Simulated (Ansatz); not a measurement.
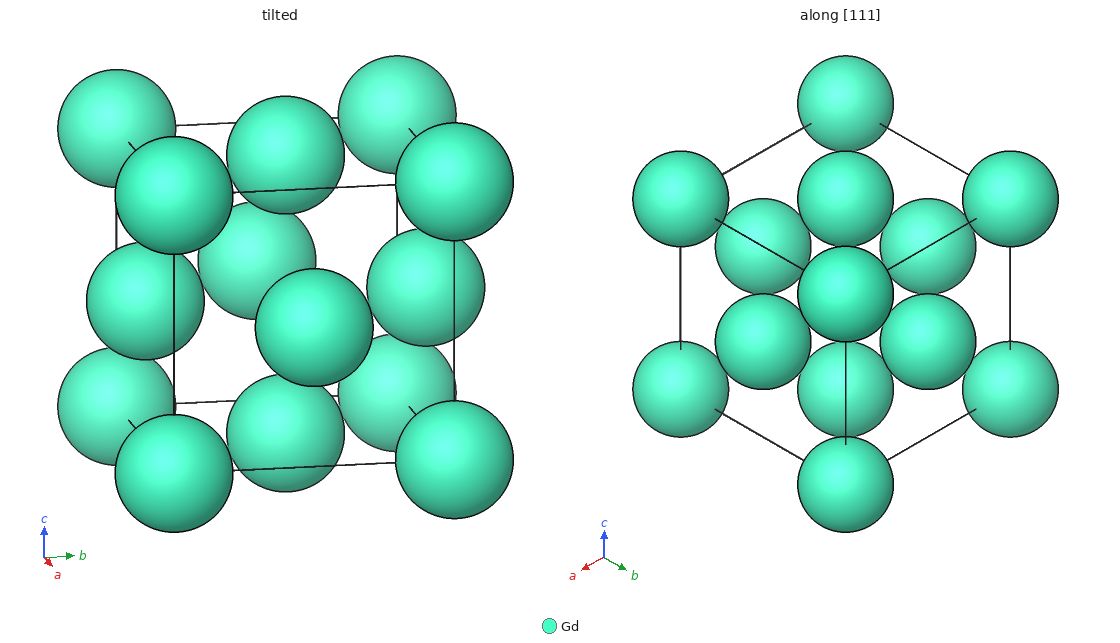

A spheres-only rendering, viewed slightly off an axis and along [111]. The parallelepiped is the conventional unit cell.

- The element is gadolinium.
- Its lattice is face-centred cubic, its space group Fm-3m (No. 225).
- In terms of structure types, this is face-centred cubic (Cu type).
- The cell holds four atoms.
- The Gd atoms are each bonded to twelve Gd in a cuboctahedral arrangement.

The model was built from a structure listed in the Materials Project. The cell was then strained or its atoms displaced on purpose. A calculation with Ansatz used it as input.

At this level of theory the cell isn't at rest (compressed, at 21 GPa), so its distances can differ from those at equilibrium, the more so the softer the solid.
